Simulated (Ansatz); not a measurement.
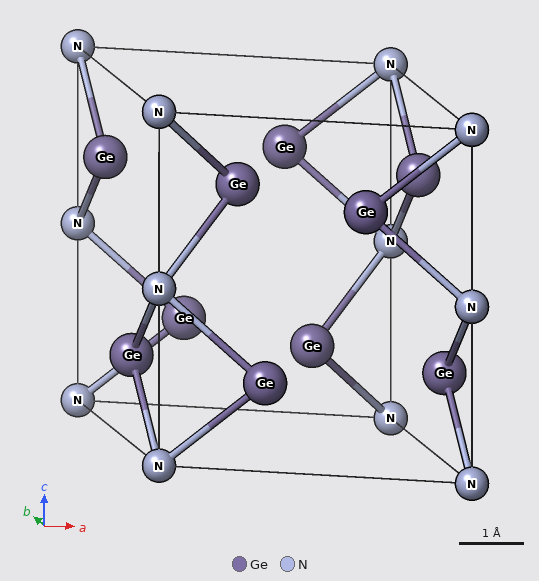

The crystal in a ball-and-stick representation, seen slightly off an axis. The wireframe shows the conventional unit cell. Cell: a = 5.14 Å, b = 5.14 Å, c = 5.72 Å, α = 90.00°, β = 90.00°, γ = 120.00°.

The cell started as a structure type filled with these elements by a generator (whether the compound takes this form wasn't checked). Earlier steps of the study, as a rule a relaxation of our own, may have changed the cell and positions, so they can lie some per cent off the listed ones. A calculation with Ansatz used it as input.

### Describe the crystal.

Formula: Ge3N. Space group P6_3/mcm (No. 193), lattice primitive hexagonal. The cell comprises 2 formula units: 6 Ge, 2 N. The Ge atoms are each bonded to two N in a bent arrangement at about 2.3 Å. Around each N lie six Ge in a distorted octahedral arrangement at about 2.3 Å. The bonds build Ge3N chains along [001].

Results below were computed with DFT PBE, scalar-relativistic, plane waves, PAW in Ansatz; the settings were an energy cutoff of 420 eV, k-point mesh 12×12×8, Gaussian smearing of 0.1 eV, no spin polarisation.

### Classify it as metallic or gapped, with the value.

A metal: bands cross the Fermi level.

### How charged are the atoms, by the Bader scheme?

Ge +0.44 e; N -1.31 e.

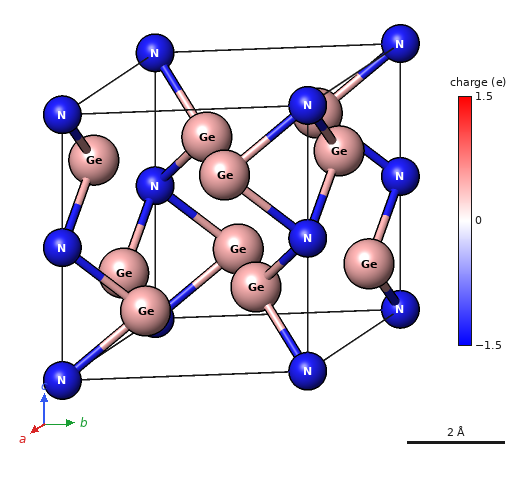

The atoms coloured by those charges. The run's cell of 8 atoms is drawn.

### Do the forces and the stress vanish for this geometry?

Yes. All forces vanish to within 0.01 eV/Å. The pressure is 0.0 GPa, close to zero.
